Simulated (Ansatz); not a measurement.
# Quasiparticle gap of GeH6CI3N (CH3NH3GeI3)

Aim: the quasiparticle gap of GeH6CI3N (CH3NH3GeI3), starting from PBEsol.

Method: PBEsol, then G0W0 on it, plane waves, PAW, in Ansatz 0.2.0.

The structure was built from a prototype and need not be the compound's stable phase.

**1. The starting structure**

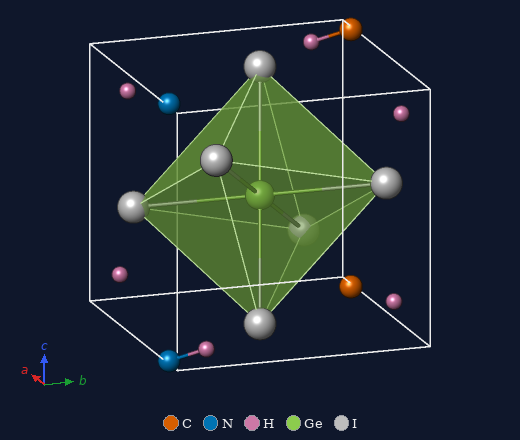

The cell as given, from a free direction (carbon orange, nitrogen blue, hydrogen pink, germanium green, iodine light grey). Bonds to atoms that aren't drawn are left out. Some periodic images of atoms are drawn too.

The start is a generated structure, not a measured one. Spin-orbit coupling is left out unless a step names it.

The logs state that the PAW files were generated under PBE.

**2. Relaxation**

The structure is relaxed first.

This step: DFT, PBEsol-D3(BJ), plane waves, PAW; PAW set soft_1.

input.yaml reads:

```yaml
crystal:
  lattice:
    - [6.08915, 0.0, 0.0]
    - [0.0, 6.08915, 0.0]
    - [0.0, 0.0, 6.08915]
  atoms:
    - { symbol: C, position: [0.8780953749, 0.99024763, 0.9963428612] }
    - { symbol: "N", position: [0.1219046251, 0.00975237, 0.0036571388] }
    - { symbol: H, position: [0.8331499926, 0.817987115, 0.975985194] }
    - { symbol: H, position: [0.1869890934, 0.9507564522, 0.8595125128] }
    - { symbol: H, position: [0.8152615791, 0.085711836, 0.8583330554] }
    - { symbol: H, position: [0.1643906942, 0.171991001, 0.0228336884] }
    - { symbol: H, position: [0.8091537543, 0.0529062751, 0.1494087104] }
    - { symbol: H, position: [0.1812370643, 0.9198618949, 0.1336323044] }
    - { symbol: Ge, position: [0.5, 0.5, 0.5] }
    - { symbol: I, position: [0.5, 0.5, 0.0] }
    - { symbol: I, position: [0.5, 0.0, 0.5] }
    - { symbol: I, position: [0.0, 0.5, 0.5] }
kpoints:
  mp_grid: { grid: [4, 4, 4] }
hamiltonian:
  xc: pbesol
  dispersion: d3bj
  pseudopotentials: { kind: paw, azcp: { folder: soft_1 }, xc_functional: pbe }
scf:
  occupations: { method: fermi_dirac, width: 0.02 }
relax:
  f_tol: 0.02
  max_steps: 100
  cell: {}
output:
  write_density: true
  write_potential: true
  elf: true
  volumetric_format: npy
```

Run with:

```console
$ ansatz run input.yaml --threads 2 --pin off --max-ram 92160MiB --backend cuda --events-out ev --progress --plain --runs-dir out --devices 1 --max-vram 13GiB
```

Numbers of over 12 decimals in the logs are rounded to 6 here.

The log of the run:

```text
GPUs: using 1 of 1 available (devices: 1).
Engine: ansatz 0.2.0, x86_64-unknown-linux-gnu
Pseudopotentials: kind: paw
Pseudopotential: C, paw, valence charge 4, recommended cutoff 420 eV (normal), soft_1/C.paw.azcp
Pseudopotential: N, paw, valence charge 5, recommended cutoff 420 eV (normal), soft_1/N.paw.azcp
Pseudopotential: H, paw, valence charge 1, recommended cutoff 420 eV (normal), soft_1/H.paw.azcp
Pseudopotential: Ge, paw, valence charge 14, recommended cutoff 420 eV (normal), soft_1/Ge.paw.azcp
Pseudopotential: I, paw, valence charge 17, recommended cutoff 420 eV (normal), soft_1/I.paw.azcp
Functional definition: PBEsol
  exchange = pbesol_x
  correlation = pbesol_c
device memory: the entry about to start is reckoned to put 2.8 GiB on a device that reports 40.1 GiB free (of which the cap on the GPU budget leaves the run 13.0 GiB)
GPU FFT provider: cuFFT
GPU libraries: cuBLAS 13.8.2, cuFFT 12.4.0, cuSOLVER 12.3.4
Crystal: 12 atoms, lattice volume = 225.772 Å³
Basis set: ecut = 420 eV, 4385 PW (Γ), exchange–correlation on 90×90×90 points (8 copies of the dense FFT grid, shifted against one another)
Bands: 52, of which v1, the nominal top of the filled ones, is band 40 counted from 1 (39 counted from 0)
Symmetry: 1 space group operations
Space group: P1 (ITA 1), of the structure as read, at distance tolerance 6.1e-5 Å
k-points: 36 of 64 (time reversal used)
Non-local potential: C, projectors of the file, l = 0: 2, l = 1: 2, l = 2: 1
Non-local potential: N, projectors of the file, l = 0: 2, l = 1: 2, l = 2: 1
Non-local potential: H, projectors of the file, l = 0: 2, l = 1: 1
Non-local potential: Ge, projectors of the file, l = 0: 2, l = 1: 2, l = 2: 3, l = 3: 1
Non-local potential: I, projectors of the file, l = 0: 2, l = 1: 2, l = 2: 2, l = 3: 1
PAW form: soft (Blöchl's): semilocal exchange-correlation on the pseudo side does not see the compensation charge
PAW frozen core: C, regenerated for the run's functional, and the local potential with it (the file was generated under x = pbe(κ = 0.804, μ = 0.219515), c = pbe(β = 0.066725))
PAW frozen core: N, regenerated for the run's functional, and the local potential with it (the file was generated under x = pbe(κ = 0.804, μ = 0.219515), c = pbe(β = 0.066725))
PAW frozen core: Ge, regenerated for the run's functional, and the local potential with it (the file was generated under x = pbe(κ = 0.804, μ = 0.219515), c = pbe(β = 0.066725))
PAW frozen core: I, regenerated for the run's functional, and the local potential with it (the file was generated under x = pbe(κ = 0.804, μ = 0.219515), c = pbe(β = 0.066725))
PAW one-centre angular grid: C, 110 points (default); XC on 64 Gauss nodes
PAW one-centre angular grid: N, 110 points (default); XC on 64 Gauss nodes
PAW one-centre angular grid: H, 110 points (default); XC on 64 Gauss nodes
PAW one-centre angular grid: Ge, 590 points (default); XC on 64 Gauss nodes
PAW one-centre angular grid: I, 590 points (default); XC on 64 Gauss nodes
Initial density: superposition of atomic densities (chi_scale 0.1, normalization cell), built separately for each of the 2 bonded fragments (scf.initial_density.interfragment_charge_transfer: auto; true builds it for the cell as a whole; a typed value also counts as a typed key of the start: scf.initial_density.chi_scale says what that changes, if anything)
Initial wavefunctions: pseudopotential atomic-orbital guess
GPU buffer pool allocated for 91125 grid points (all kernels)
GPU transforms: local potential and band sums: pruned to the plane-wave sphere, on 45×45×45
Functional: x = pbesol(κ = 0.804, μ = 0.123457), c = pbesol(β = 0.046)
SCF iter   1: F=—  HF=-27277.448120 eV  |F-HF|=—  |Δ(HF+E_count)|=         —  Δρ=6.30e-2  dr2=8.80e0  ethr=3.10e-3  ⟨swp⟩=7.2  Hψ=8053  notcnv=0  defer=41
preconditioner: auto → Resta (q_TF=auto, 2.295 Å⁻¹)  ε∞=2.8  [insulator: Δε(μ)=0.285 eV  Ē_g=11.337 eV  σ=0.020 eV  W_gap=1.00  n_scr=32 (ndim 8)  ℏωp=15.2 eV  f_vac=0.057  D(μ)=0.00/eV (n_scr^D=0)  ε∞_Penn≈2.8]
SCF iter   2: F=—  HF=-27274.995852 eV  |F-HF|=—  |Δ(HF+E_count)|=    2.45e0  Δρ=2.88e-2  dr2=1.42e0  ethr=3.10e-3  ⟨swp⟩=3.2  Hψ=3460  notcnv=0  defer=239
SCF iter   3: F=—  HF=-27274.597900 eV  |F-HF|=—  |Δ(HF+E_count)|=   3.98e-1  Δρ=7.53e-3  dr2=1.16e-1  ethr=1.77e-3  ⟨swp⟩=2.1  Hψ=2761  notcnv=0  defer=239
SCF iter   4: F=—  HF=-27274.595680 eV  |F-HF|=—  |Δ(HF+E_count)|=   2.22e-3  Δρ=2.01e-3  dr2=9.14e-3  ethr=1.45e-4  ⟨swp⟩=3.1  Hψ=3445  notcnv=0  defer=241
SCF iter   5: F=—  HF=-27274.597712 eV  |F-HF|=—  |Δ(HF+E_count)|=   2.03e-3  Δρ=8.32e-4  dr2=1.76e-3  ethr=1.14e-5  ⟨swp⟩=2.9  Hψ=2799  notcnv=0  defer=241
SCF iter   6: F=—  HF=-27274.599899 eV  |F-HF|=—  |Δ(HF+E_count)|=   2.19e-3  Δρ=2.08e-4  dr2=1.65e-4  ethr=2.20e-6  ⟨swp⟩=2.2  Hψ=2722  notcnv=0  defer=241
SCF iter   7: F=—  HF=-27274.600069 eV  |F-HF|=—  |Δ(HF+E_count)|=   1.70e-4  Δρ=9.05e-5  dr2=2.12e-5  ethr=2.06e-7  ⟨swp⟩=2.0  Hψ=3240  notcnv=0  defer=241
SCF iter   8: F=—  HF=-27274.600232 eV  |F-HF|=—  |Δ(HF+E_count)|=   1.63e-4  Δρ=2.76e-5  dr2=1.89e-6  ethr=2.65e-8  ⟨swp⟩=2.0  Hψ=2518  notcnv=0  defer=241
[...]
relax step  36: F+E_penalty+E_count = -27275.02739952 eV  Δ(F+E_penalty+E_count) = +1.911e-3 eV  max|allowed force component| = 1.649e-1 eV/Å  Δτ_max = 0.1081 Å  P = -0.279 GPa  Ω = 203.963 Å³  energy of the carried Pulay correction = +4.427e-4 eV  (7 SCF iters, dr2 threshold 1.23e-7 eV, rejected (line search))
relax step  37: F+E_penalty+E_count = -27275.02952939 eV  Δ(F+E_penalty+E_count) = -2.185e-4 eV  max|allowed force component| = 5.416e-2 eV/Å  Δτ_max = 0.0462 Å  P = -0.033 GPa  Ω = 204.036 Å³  energy of the carried Pulay correction = +3.719e-4 eV  (10 SCF iters, accepted)
relax step  38: F+E_penalty+E_count = -27275.03026573 eV  Δ(F+E_penalty+E_count) = -7.363e-4 eV  max|allowed force component| = 3.614e-2 eV/Å  Δτ_max = 0.0430 Å  P = -0.027 GPa  Ω = 203.765 Å³  energy of the carried Pulay correction = +5.600e-4 eV  (6 SCF iters, dr2 threshold 1.83e-7 eV, accepted)
relax step  39: F+E_penalty+E_count = -27275.03056441 eV  Δ(F+E_penalty+E_count) = -2.987e-4 eV  max|allowed force component| = 2.207e-2 eV/Å  Δτ_max = 0.0298 Å  P = -0.022 GPa  Ω = 203.617 Å³  energy of the carried Pulay correction = +6.634e-4 eV  (5 SCF iters, dr2 threshold 8.16e-8 eV, accepted)
relax step  40: F+E_penalty+E_count = -27275.03065161 eV  Δ(F+E_penalty+E_count) = -8.720e-5 eV  max|allowed force component| = 1.530e-2 eV/Å  Δτ_max = 0.0136 Å  P = -0.022 GPa  Ω = 203.661 Å³  energy of the carried Pulay correction = +6.325e-4 eV  (6 SCF iters, dr2 threshold 3.05e-8 eV, accepted)
relax step  41: F+E_penalty+E_count = -27275.03067603 eV  Δ(F+E_penalty+E_count) = -2.442e-5 eV  max|allowed force component| = 1.529e-2 eV/Å  Δτ_max = 0.0288 Å  P = -0.020 GPa  Ω = 203.743 Å³  energy of the carried Pulay correction = +5.737e-4 eV  (7 SCF iters, dr2 threshold 6.44e-9 eV, accepted)
relax step  42: F+E_penalty+E_count = -27275.03019577 eV  Δ(F+E_penalty+E_count) = +4.803e-4 eV  max|allowed force component| = 1.534e-2 eV/Å  Δτ_max = 0.0000 Å  P = -0.022 GPa  Ω = 203.743 Å³  stress off target by 3.76e-2 GPa  SCF on the basis re-selected at this cell (its energy is not comparable with the rows above)  (6 SCF iters)
basis re-selected at this cell: Δ(F+E_penalty+E_count) = +4.803e-4 eV, ΔP = -0.001 GPa vs the last step (what re-selecting the basis moved, of the pressure what is left beyond the Pulay correction that the steps carried, after the strain that the cell walked since its last selection, with what the two solves' SCF thresholds leave and, on support functions, any second-order correction that the steps lacked; it is no m [...]
SCF converged after 6 iterations
Free energy (F): -27275.030196 eV
Harris-Foulkes:  -27275.030196 eV  (|F-HF|=3.64e-11)
Internal energy: -27275.030196 eV  (E = F + TS)
E sigma→0 (E₀):  -27275.030196 eV
Fermi energy:    5.423879 eV
--- Per-component energies (eV) ---
  E_band       = -1465.445830
  E_kinetic    = 869.030004
  E_local      = -10162.770422  (includes V_loc(G=0)·N_el)
  E_nonlocal   = 628.744730
  E_hartree    = 4547.626888
  E_xc         = -549.929031
  E_vxc        = -597.257885  (∫ρ·V_xc dr)
  E_paw        = -16299.890176  (= ΣΔE_a)
  E_vpaw       = -1298.433497  (= ΣTr[D̂ρ^β])
  E_aug_tail   = -0.012677  (compensation charges beyond the density's cutoff)
  E_ewald      = -6308.655788
  E_disp       = -1.377267  (pairwise vdW)
  E_core_change = 2.203545  (= ΣΔE_core)
  E_smearing   = -0.000000  (= −TS)
  E_closure    = 0.000000  (closes the sum)
  Σ components = -27275.030196   (vs F -27275.030196, Δ=0.00e0)
--- Forces (eV/Å), atoms counted from 1 ---
  atom   1  C      0.00211685    -0.00236998     0.00539837
  atom   2  N      0.00451984    -0.00263466    -0.01534130
  atom   3  H     -0.00620787     0.00840916     0.00139757
  atom   4  H     -0.00774360     0.00117996     0.01280651
  atom   5  H     -0.00152650    -0.00371863     0.00250746
  atom   6  H      0.00356654    -0.00363993     0.00031183
  atom   7  H      0.00432474    -0.00034268    -0.00933276
  atom   8  H      0.00362634     0.00347934    -0.00013879
  atom   9  Ge    -0.00200536     0.00357889     0.00013723
  atom  10  I     -0.00109329    -0.00210259     0.00061910
  atom  11  I     -0.00438358     0.00125041     0.00179473
  atom  12  I      0.00480680    -0.00308966    -0.00015849
  max |Σ_I F_I| component: 1.46e-6 eV/Å
--- Stress (GPa, compression-positive) ---
       -0.019048       0.016014       0.003457
        0.016013      -0.021464       0.008390
        0.003458       0.008389      -0.024078
  P = ⅓ Tr σ = -0.0215 GPa (-0.215 kbar)
--- Band table (eV; the first three rows and the last of 36) ---
  k-point 0: bands = [... 36 lower, 3.2729, 3.3070, 3.4216, 3.6635, 8.0161, 8.4433, 8.9632, 9.0771, ... 8 higher]
  k-point 1: bands = [... 36 lower, 3.0389, 3.1625, 3.4476, 3.6234, 8.1337, 8.4293, 8.7527, 9.3946, ... 8 higher]
  k-point 2: bands = [... 36 lower, 3.1001, 3.2550, 3.5633, 3.9046, 6.5471, 8.4304, 9.4533, 9.7685, ... 8 higher]
  k-point 35: bands = [... 36 lower, 3.7258, 3.9662, 3.9845, 4.9897, 5.8582, 5.9510, 6.2014, 8.7638, ... 8 higher]
--- Relaxed structure (40 steps of the walk, 35 accepted, 2 SCFs on fresh bases) ---
  F+E_penalty+E_count = -27275.03019577 eV   max|allowed force component| = 1.534e-2 eV/Å   (the final SCF, on the basis selected at the relaxed cell)
  cell:  # Å, volume = 203.7430 Å³
    - [5.863071, 0.289611, 0.061845]
    - [0.289611, 5.941425, 0.091408]
    - [0.061845, 0.091408, 5.864889]
  atoms:
    - { symbol: C, position: [0.928206, 0.913402, 0.984622] }
    - { symbol: N, position: [0.076455, 0.097647, 0.00855873] }
    - { symbol: H, position: [1.036985, 0.753123, 0.970694] }
    - { symbol: H, position: [0.185217, 1.110571, 0.866565] }
    - { symbol: H, position: [0.826385, -0.052910, 0.830097] }
    - { symbol: H, position: [-0.021063, 0.252061, 0.024931] }
    - { symbol: H, position: [0.814493, -0.092948, 0.135490] }
    - { symbol: H, position: [0.179059, 1.072393, 0.152375] }
    - { symbol: Ge, position: [0.518691, 0.516419, 0.530789] }
    - { symbol: I, position: [0.514950, 0.469852, 0.00101979] }
    - { symbol: I, position: [0.445921, -0.016831, 0.501931] }
    - { symbol: I, position: [-0.015117, 0.476435, 0.492633] }
```

Wall time 3.2 min (1 × NVIDIA H100 80GB HBM3 (shared by 6 runs) with 2 threads of AMD EPYC 7R13 (Zen 3), shared host); peak memory 1 GiB; 5.5 min of CPU time.

The steps of the relaxation (22 of 42):

```tsv
step	energy less that of the first step (eV)	largest force component (eV/Å)	pressure (GPa)	volume (Å³)
1	0.0000	1.2095	-1.59	225.77
3	-0.2925	0.5516	0.24	202.72
5	-0.2569	1.2884	0.74	203.47
7	-0.3660	0.3431	-0.05	206.64
9	-0.3857	0.2929	-0.24	208.15
11	-0.3891	0.6287	0.63	202.17
13	-0.4103	0.2527	-0.19	205.21
15	-0.4202	0.2785	-0.27	205.14
17	-0.4292	0.0728	-0.04	205.74
19	-0.4319	0.0288	-0.01	204.99
21	-0.4327	0.1476	-0.19	204.67
22	-0.4336	0.0122	0.01	204.83
24	-0.4341	0.0126	-0.02	204.81
26	-0.4346	0.0508	-0.08	204.62
28	-0.4349	0.0200	-0.01	204.67
30	-0.4352	0.0128	-0.02	204.53
32	-0.4281	0.0232	-0.03	203.98
34	-0.4288	0.0452	0.02	203.52
36	-0.4272	0.1650	-0.28	203.96
38	-0.4300	0.0361	-0.03	203.77
40	-0.4304	0.0153	-0.02	203.66
42*	-0.4300	0.0153	-0.02	203.74
```

Relaxation steps marked * repeat the geometry before them on a plane-wave basis chosen anew for their cell, so energy and pressure can jump there. Other such steps can lie between the rows shown. Relaxation steps 5, 11, 21, 23, 36 were tried and not accepted.

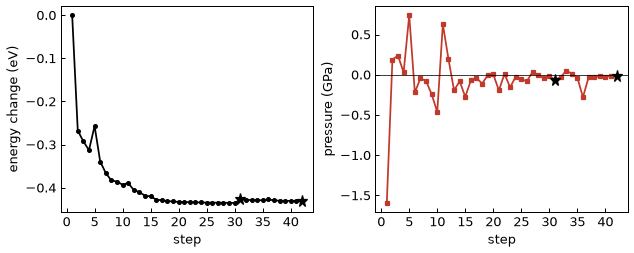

Energy and pressure along the relaxation. Stars mark steps on a basis chosen anew.

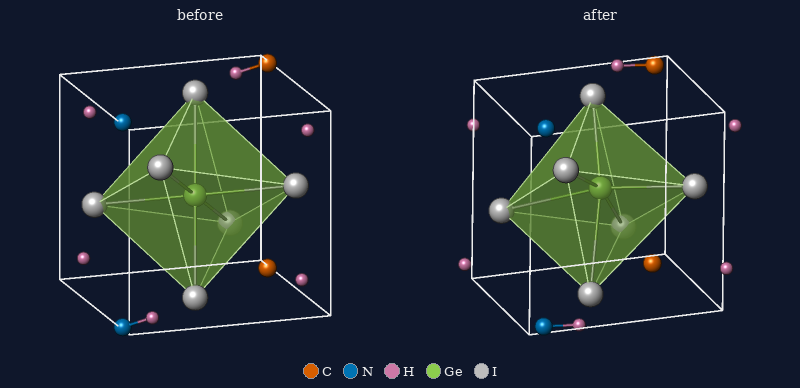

Before and after, at one scale. Bonds to atoms that aren't drawn are left out.

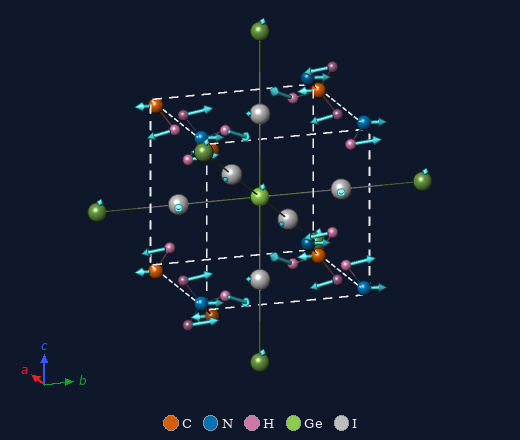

Displacements in the relaxation, scaled, measured against the changing cell; the longest in the cell stands for 1.22 Å. Some periodic images of atoms are drawn too.

```tsv
cell as run	before	after	change
a (Å)	6.089	5.871	-3.6 %
b (Å)	6.089	5.949	-2.3 %
c (Å)	6.089	5.866	-3.7 %
α (°)	90.00	88.20	-2.0 %
β (°)	90.00	88.75	-1.4 %
γ (°)	90.00	84.37	-6.3 %
volume (Å³/atom)	18.81	16.98	-9.8 %
```

The atoms that moved most (Å, as changes of fractional coordinates times the final cell):

```tsv
atom	dx	dy	dz	length
H3	1.176	-0.327	-0.024	1.221
H6	-1.064	0.422	0.008	1.145
H4	0.036	0.950	0.056	0.952
H8	0.033	0.907	0.124	0.916
H7	-0.012	-0.866	-0.095	0.872
H5	0.023	-0.823	-0.178	0.842
N2	-0.241	0.510	0.034	0.565
C1	0.271	-0.443	-0.073	0.524
```

The program's warnings for this run: band table not solved further.

(Part 1 of 3 ends here.)

[Paths, hosts, dates, memory and timing lines, banners, echoed tables and standing remarks are left out of the program output.]

[Logs are printed without paths, hosts, clocks, repeated set-up lines and the standing remarks that a program may print on its own settings, such as how far it seeks lower states.]

[Runs of the session that timed out or met a known fault of the program may be left out.]

[Cells called generated may have been cut or substituted from an entry of the Crystallography Open Database or the Materials Project.]

[Hosts, paths, dates, database ids (printed as entryN), source tags and the programs' standing remarks are cut or masked in the printed files.]

[Where an RPA ε∞ is given, it is that of the G0W0 mesh and is not shown converged in it. Names of k-points follow the symmetry that the program found, which can be lower than the space group named. Band edges on a path are those of the sampled points; other points can move an edge, and change direct to indirect where valleys lie close.]

[Hybrid gaps are those of their k-mesh and are not shown converged in it.]
